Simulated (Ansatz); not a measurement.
The calculation's input:

```
crystal:
  lattice:
    - [3.9360741467, 0.0, 0.0]
    - [-1.9680370733, 3.4087402022, 0.0]
    - [0.0, 0.0, 5.7702029595]
  atoms:
    - { symbol: Cd, position: [0.3333333333, 0.6666666667, 0.932717] }
    - { symbol: Cd, position: [0.6666666667, 0.3333333333, 0.578735] }
    - { symbol: S, position: [0.3333333333, 0.6666666667, 0.365705] }
hamiltonian:
  xc: pbesol
  pseudopotentials: { kind: paw }
kpoints:
  mp_grid: { grid: [7, 7, 4] }
scf:
  occupations: { method: fermi_dirac, width: 0.05 }
output:
  forces: true
  stress: true
  eigenvalues: true
  write_density: true
  write_potential: true
  elf: true
  volumetric_format: npy
```

Launched as:

```sh
ansatz run input.yaml --threads 2 --pin off --max-ram 5632MiB --backend cpu --events-out ev --progress --plain --runs-dir out
```

Below, planes, directions and counts refer to the conventional cell (a = 3.94 Å, b = 3.94 Å, c = 5.77 Å, α = 90.00°, β = 90.00°, γ = 120.00°).

Space group P3m1; a structure from a database of computed crystals, not necessarily the ambient phase; computed pressure about −2 GPa in this cell.

Level of theory: Kohn-Sham DFT of a periodic cell, PBEsol, Ansatz PAW in Ansatz 0.2.0.

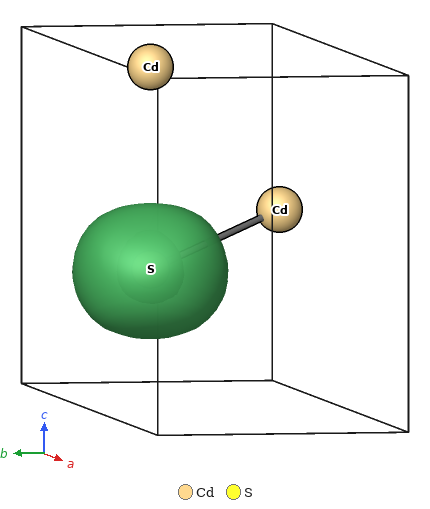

Cd$_{2}$S. Isosurface of the ELF at 0.7 (green), seen at an oblique angle. Only the valence region is drawn (cores and ρ < 0.01 e/Å³ removed). Sticks mark near contacts.

Describe the localisation domains.

At this value the surface marks out one region wrapped around S (its valence shell), counted in one cell of 3 atoms. Regions shared between cells count once. Profiles from the grid: Cd–S (2.50 Å): the ELF peaks at about 0.85 in the valence shell of S, 0.8 Å from its nucleus, and is about 0.35 at the midpoint. Cd–S (2.58 Å): the ELF peaks at about 0.90 in the valence shell of S, 0.8 Å from its nucleus, and drops to about 0.15 between the two atoms.
